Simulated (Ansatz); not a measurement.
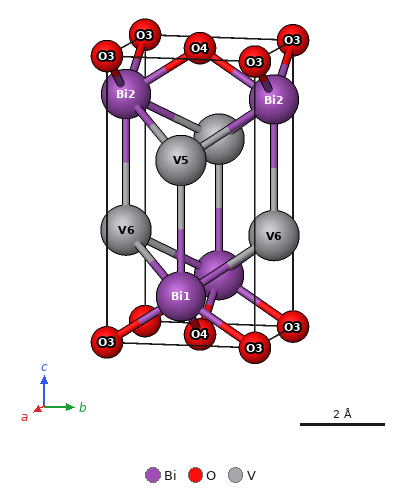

**Figure 1.** The structure (ball-and-stick view of the cell of the calculation, seen slightly off an axis; atoms are numbered from 1 in the order of the input).

# VBiO: density-of-states calculation (part 1 of 2)

VBiO (P4/nmm, 6 atoms in the cell), computed with DFT with PBE, PAW plane waves, spin–orbit coupling (Ansatz 0.2.0).

The structure is a generated one, with these elements put on the sites of a known structure type; it need not be a known phase. It belongs to a series of runs on one base structure; here: another self-consistent electronic state. Figures and captions count atoms from 1; the log counts them from 0 in places.

### Log
```
Warning: output.stress: scf.convergence.dr2_threshold = 1e-7 eV (the SCF's general default) is looser than the 6e-10 eV advised for a printed stress (1e-10 eV for each atom of the cell: 6). What an SCF threshold leaves in a stress goes as its square root, and in the free energy as the threshold itself, and one threshold admits the most on a small cell: of the crystals measured, under no hybrid functional and no lock of the moments, on runs that ended without the residual-converged pass, on stresses that held no estimate of that error, the worst erred by over 100 MPa in a component at 1e-7 eV an atom and by under 5 at 1e-10. Set scf.convergence.dr2_threshold to 6e-10 eV or tighter. The threshold is an SCF's pass mark: one that does not reach it within its budget of iterations ends unconverged, or closes short of it on a stop that the run arms, and scf.convergence.dr2_threshold's page says what that costs each kind of run
Warning: checkpoint.read: basis.xc_grid differs: saved 1, current 2 (points along each axis for each point of the dense box; where the key is left out runs that use forces, runs that use the stress, dielectric runs by a finite field, finite-displacement phonons, runs of phonons.displacement_patterns under a GGA or a meta-GGA, phonons by method: dfpt, dielectric runs by the response, runs on support functions, runs on PAW files under a meta-GGA or a hybrid on one, runs at kind: all_electron or under a hybrid on a GGA, runs under a text's formulas of a gradient, and runs on PAW files that evaluate rPW86 or Becke's exchange or LYP's correlation can take a finer level, which can go by the root key accuracy; a number is taken as typed: the saved number, typed, holds this deck to the state's level, where the deck is accepted there); the SCF iterates at this deck's level from the saved density; a trajectory continued from that state goes on on another energy surface; basis.xc_grid: 1, typed and accepted, keeps it on the saved one
Engine: ansatz 0.2.0, x86_64-unknown-linux-gnu
Pseudopotentials: kind: paw_fr
Pseudopotential: Bi, paw_fr, valence charge 15, recommended cutoff 420 eV (normal), Bi.paw.azcp#standard-fr
Pseudopotential: O, paw_fr, valence charge 6, recommended cutoff 420 eV (normal), O.paw.azcp#standard-fr
Pseudopotential: V, paw_fr, valence charge 13, recommended cutoff 420 eV (normal), V.paw.azcp#standard-fr
Functional definition: PBE
  parameter kappa = 0.804
  parameter beta = 0.06672455060314922
  exchange = pbe_x(kappa = kappa, mu = beta*pi^2/3)
  correlation = pbe_c(beta = beta)
Crystal: 6 atoms, lattice volume = 93.966 Å³
Basis set: ecut = 420 eV, 1807 PW (Γ), exchange–correlation on 50×50×96 points (8 copies of the dense FFT grid, shifted against one another)
Bands: 82, of which v1, the nominal top of the filled ones, is band 68 counted from 1 (67 counted from 0)
Symmetry: 1 space group operations
k-points: 75
Projection manifold: j_resolved (fully-relativistic pseudo-atomic orbitals)
Non-local potential: Bi, projectors of the file, l = 0: 2, l = 1: 4, l = 2: 4, l = 3: 4
Non-local potential: O, projectors of the file, l = 0: 2, l = 1: 4, l = 2: 2
Non-local potential: V, projectors of the file, l = 0: 3, l = 1: 4, l = 2: 6, l = 3: 2
PAW form: soft (Blöchl's): semilocal exchange-correlation on the pseudo side does not see the compensation charge
PAW one-centre angular grid: Bi, 590 points (default); XC on 96 Gauss nodes
PAW one-centre angular grid: O, 110 points (default); XC on 64 Gauss nodes
PAW one-centre angular grid: V, 590 points (default); XC on 64 Gauss nodes
Initial density: read from a saved state, or passed on in memory by an earlier SCF of this step, an earlier step, the calling program or the single point that the run made first
Starting moments: Σ|m| = 4 μB on 2 of 6 sites; this step starts from the density that it was given
Initial wavefunctions: pseudopotential atomic-orbital guess
Functional: x = pbe(κ = 0.804, μ = 0.2195149727645171), c = pbe(β = 0.06672455060314922)
iter 1 solved again at ethr=2.40e-6 eV; its pass at ethr=3.10e-3 eV (dr2=1.63e-3 eV) is discarded
SCF iter   1: F=—  HF=-31827.099095 eV  |F-HF|=—  |Δ(HF+E_count)|=         —  Δρ=2.66e-3  dr2=8.18e-4  dr2_m=2.93e-3  ethr=2.40e-6  |M|=1.31e-3 ∫|m|=6.09e0 μB  |m|>n=0.0e0 m-floor=0.0e0 τ_xc=1.5e-1 mc-row=0.0e0  β_m=1.00  ⟨swp⟩=3.0  Hψ=44498  notcnv=0
preconditioner: auto → Kerker (q_TF=auto, 2.585 Å⁻¹)  [metal: Δε(μ)=0.000 eV  Ē_g=14.521 eV  σ=0.135 eV  W_gap=0.00  n_scr=36 (ndim 8)  ℏωp=27.6 eV  f_vac=0.000  D(μ)=6.29/eV (n_scr^D=58)]
spin=Noncollinear: Kerker preconditioning applied to the charge; magnetization (m_x, m_y, m_z) channels mix plain (no charge-response kernel on spin).
SCF iter   2: F=—  HF=-31827.121844 eV  |F-HF|=—  |Δ(HF+E_count)|=   2.27e-2  Δρ=1.90e-3  dr2=3.93e-4  dr2_m=1.39e-3  ethr=1.20e-6  |M|=1.15e-3 ∫|m|=6.09e0 μB  |m|>n=0.0e0 m-floor=0.0e0 τ_xc=8.4e-2 mc-row=0.0e0  β_m=1.00  ⟨swp⟩=2.0  Hψ=10257  notcnv=0
SCF iter   3: F=—  HF=-31827.134593 eV  |F-HF|=—  |Δ(HF+E_count)|=   1.27e-2  Δρ=1.26e-3  dr2=1.07e-4  dr2_m=6.90e-4  ethr=5.78e-7  |M|=2.60e-3 ∫|m|=6.08e0 μB  |m|>n=0.0e0 m-floor=0.0e0 τ_xc=4.2e-2 mc-row=0.0e0  β_m=1.00  ⟨swp⟩=2.0  Hψ=10584  notcnv=0
SCF iter   4: F=—  HF=-31827.139055 eV  |F-HF|=—  |Δ(HF+E_count)|=   4.46e-3  Δρ=8.87e-4  dr2=2.41e-5  dr2_m=3.41e-4  ethr=1.58e-7  |M|=9.79e-4 ∫|m|=6.08e0 μB  |m|>n=0.0e0 m-floor=0.0e0 τ_xc=4.1e-2 mc-row=0.0e0  β_m=1.00  ⟨swp⟩=2.0  Hψ=10592  notcnv=0
SCF iter   5: F=—  HF=-31827.141977 eV  |F-HF|=—  |Δ(HF+E_count)|=   2.92e-3  Δρ=4.51e-4  dr2=8.76e-6  dr2_m=1.15e-4  ethr=3.55e-8  |M|=7.14e-4 ∫|m|=6.08e0 μB  |m|>n=0.0e0 m-floor=0.0e0 τ_xc=7.4e-2 mc-row=0.0e0  β_m=1.00  ⟨swp⟩=2.0  Hψ=11446  notcnv=0
SCF iter   6: F=—  HF=-31827.142771 eV  |F-HF|=—  |Δ(HF+E_count)|=   7.94e-4  Δρ=3.40e-4  dr2=4.72e-6  dr2_m=5.26e-5  ethr=1.29e-8  |M|=7.15e-4 ∫|m|=6.08e0 μB  |m|>n=0.0e0 m-floor=0.0e0 τ_xc=4.2e-2 mc-row=0.0e0  β_m=0.30  ⟨swp⟩=2.0  Hψ=11142  notcnv=0
Mixer restart at iter 6: flushing history
spin-set hold released at iteration 6 (site moments contracting): the magnetisation degrees of freedom join the quasi-Newton model from the next iteration; the mixer history was flushed
SCF iter   7: F=—  HF=-31827.143070 eV  |F-HF|=—  |Δ(HF+E_count)|=   2.99e-4  Δρ=2.40e-4  dr2=3.09e-6  dr2_m=2.61e-5  ethr=6.94e-9  |M|=7.08e-4 ∫|m|=6.08e0 μB  |m|>n=0.0e0 m-floor=0.0e0 τ_xc=3.8e-2 mc-row=0.0e0  β_m=0.65  ⟨swp⟩=2.0  Hψ=10636  notcnv=0
SCF iter   8: F=—  HF=-31827.143428 eV  |F-HF|=—  |Δ(HF+E_count)|=   3.58e-4  Δρ=9.55e-5  dr2=1.62e-5  dr2_m=9.12e-7  ethr=4.54e-9  |M|=1.08e-3 ∫|m|=6.08e0 μB  |m|>n=0.0e0 m-floor=0.0e0 τ_xc=3.3e-2 mc-row=0.0e0  β_m=0.47  ⟨swp⟩=2.0  Hψ=11444  notcnv=0
SCF iter   9: F=—  HF=-31827.143427 eV  |F-HF|=—  |Δ(HF+E_count)|=   5.86e-7  Δρ=2.11e-5  dr2=7.84e-7  dr2_m=8.40e-8  ethr=4.54e-9  |M|=6.46e-4 ∫|m|=6.08e0 μB  |m|>n=0.0e0 m-floor=0.0e0 τ_xc=3.3e-2 mc-row=0.0e0  β_m=0.69  ⟨swp⟩=2.0  Hψ=6932  notcnv=0
SCF iter  10: F=—  HF=-31827.143428 eV  |F-HF|=—  |Δ(HF+E_count)|=   7.70e-7  Δρ=1.80e-5  dr2=3.25e-7  dr2_m=8.87e-8  ethr=1.15e-9  |M|=5.84e-4 ∫|m|=6.08e0 μB  |m|>n=0.0e0 m-floor=0.0e0 τ_xc=3.3e-2 mc-row=0.0e0  β_m=0.78  ⟨swp⟩=2.0  Hψ=7555  notcnv=0
SCF iter  11: F=—  HF=-31827.143428 eV  |F-HF|=—  |Δ(HF+E_count)|=   8.79e-9  Δρ=8.03e-6  dr2=1.15e-7  dr2_m=6.40e-9  ethr=4.78e-10  |M|=5.46e-4 ∫|m|=6.08e0 μB  |m|>n=0.0e0 m-floor=0.0e0 τ_xc=3.3e-2 mc-row=0.0e0  β_m=0.66  ⟨swp⟩=2.0  Hψ=11034  notcnv=0
SCF iter  12: F=-31827.143428 eV  HF=-31827.143428 eV  |F-HF|=1.81e-8  |Δ(HF+E_count)|=   1.52e-9  Δρ=3.43e-6  dr2=2.44e-8  dr2_m=2.10e-9  ethr=1.47e-10  |M|=5.17e-4 ∫|m|=6.08e0 μB  |m|>n=0.0e0 m-floor=0.0e0 τ_xc=3.3e-2 mc-row=0.0e0  ⟨swp⟩=8.0  Hψ=34789  notcnv=0
WARN: the starting moments' order was not kept: 1 of 2 changed their angle to site 4 by over 35° and 1, that site among them, did not, counting a site from 0.1 of the cell's largest site moment. The largest that changed, site 5 (counted from 0, in the order of the report's site_moments_nc_mub), started with 2.00e0 μB and closes with 2.6e0 μB. The net magnetisation is 5.1e-4 μB in size, at most 0.1 of the 4 μB that the starting moments add up to as vectors. The SCF closed on another magnetic arrangement than the starting moments describe; that does not show which of the two is lower. This SCF took its magnetisation from a saved state (the deck's checkpoint.read, a session's seed or a resume), or from the single point or search that the run made first, and not from the starting moments. Where the run's atoms have moved since that state, how it is taken is a key of its own (checkpoint.density_extrapolation: follow_atoms, where typed, takes the whole of its magnetisation to them with its atoms, but for some exceptions; the density_extrapolation keyword of a session's seed is the same key). To be rid of a resumed run's state, run its deck in a fresh run directory. To be rid of the state of a single point that the run made first, give starting moments in the input or, where a deck that gives them still makes one, type scf.lower_state_search: off. To try another start, run it without that state.
SCF 1 converged in 12 iterations: F = -31827.143428 eV  dr2 = 2.44e-8
  greatest PAW one-centre occupation: 0.999 electrons in one spin orbital (limit 2), on the V atom at site 5 (counted from 0), in its partial waves of l = 0
```

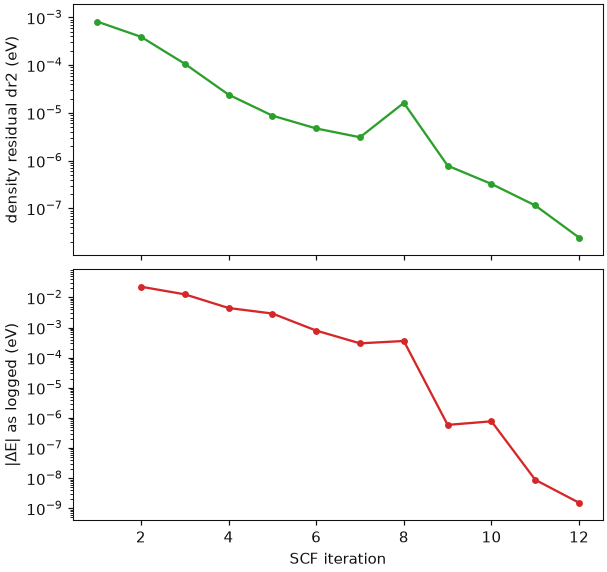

**Figure 2.** Convergence of the self-consistent field: density residual dr2 and size of the energy change against the SCF iteration. The residual comes down, with one marked jump up, by a factor of about 5, at step 8.

```
SCF converged after 12 iterations
Magnetization: |M| = 0.0005 μB,  M = (-0.0000, -0.0000, -0.0005) μB
Absolute magnetization: 6.0854 μB (∫|m|, with the PAW one-centre terms)
  site 0: m = (-0.0026, -0.0026, -0.0000) μB, |m| = 0.0037 μB  (R = 0.90 Å)
  site 1: m = (+0.0026, +0.0026, -0.0000) μB, |m| = 0.0037 μB  (R = 0.90 Å)
  site 2: m = (-0.0009, +0.0009, -0.0000) μB, |m| = 0.0012 μB  (R = 0.90 Å)
  site 3: m = (+0.0009, -0.0009, -0.0000) μB, |m| = 0.0012 μB  (R = 0.90 Å)
  site 4: m = (+1.8107, +1.8110, +0.0001) μB, |m| = 2.5609 μB  (R = 1.20 Å)
  site 5: m = (-1.8107, -1.8110, -0.0005) μB, |m| = 2.5609 μB  (R = 1.20 Å)
Free energy (F): -31827.143428 eV
Harris-Foulkes:  -31827.143428 eV  (|F-HF|=1.81e-8)
Internal energy: -31827.085921 eV  (E = F + TS)
E sigma→0 (E₀):  -31827.114674 eV
Entropy (-TS):   -0.057507 eV (-9.585 meV/atom)
Fermi energy:    14.912104 eV
--- Per-component energies (eV) ---
  E_band       = -377.549823
  E_kinetic    = 1645.266673
  E_local      = -5495.949820  (includes V_loc(G=0)·N_el)
  E_nonlocal   = 1151.461684
  E_hartree    = 2095.843939
  E_xc         = -712.382062
  E_vxc        = -809.344857  (∫ρ·V_xc dr)
  E_paw        = -23967.161877  (= ΣΔE_a)
  E_vpaw       = -1060.676869  (= ΣTr[D̂ρ^β])
  E_aug_tail   = 0.004422  (compensation charges beyond the density's cutoff)
  E_ewald      = -6544.168881
  E_smearing   = -0.057507  (= −TS)
  E_closure    = -0.000000  (closes the sum)
  Σ components = -31827.143428   (vs F -31827.143428, Δ=0.00e0)
--- Forces (eV/Å), atoms counted from 1 ---
  atom   1  Bi    -0.00000462    -0.00000502     4.86850531
  atom   2  Bi    -0.00000020    -0.00000042    -4.86849633
  atom   3  O      0.00000364     0.00000988    -0.00002306
  atom   4  O      0.00000977     0.00000403    -0.00001789
  atom   5  V     -0.00000142    -0.00000606    -2.34372485
  atom   6  V     -0.00000617    -0.00000649     2.34368876
  max |Σ_I F_I| component: 6.81e-5 eV/Å
--- Stress (GPa, compression-positive) ---
       27.757145       0.000262       0.000001
        0.000262      27.757163      -0.000002
       -0.000007      -0.000010      27.639439
  P = ⅓ Tr σ = 27.7179 GPa (277.179 kbar)
--- Band table (eV; the first three rows and the last of 75) ---
  k-point 0: bands = ["-49.9880", "-49.9880", "-47.5610", "-47.5609", "-24.2127", "-24.2127", "-23.9785", "-23.9785", "-23.6012", "-23.6011", "-21.6900", "-21.6900", "-21.5523", "-21.5523", "-21.0608", "-21.0608", "-10.4704", "-10.4704", "-10.3363", "-10.3363", "-10.3326", "-10.3326", "-10.2823", "-10.2823", "-7.8678", "-7.8678", "-7.6616", "-7.6616", "-7.4706", "-7.4706", "-7.3802", "-7.3802", "-7.3549", "-7.3549", "-7.2940", "-7.2940", "-7.2741", "-7.2741", "-3.6110", "-3.6110", "1.9793", "1.9793", "4.7619", "4.7620", "6.6668", "6.6668", "7.1478", "7.1479", "10.1159", "10.1160", "10.1525", "10.1525", "10.5922", "10.5922", "10.7319", "10.7320", "12.1390", "12.1391", "13.3946", "13.3946", "13.5194", "13.5195", "14.1216", "14.1216", "14.2489", "14.2489", "14.4802", "14.4803", "14.7495", "14.7495", "15.3531", "15.3532", "15.5719", "15.5720", "15.8895", "15.8896", "16.8500", "16.8501", "16.9075", "16.9075", "17.3635", "17.3636"]
```
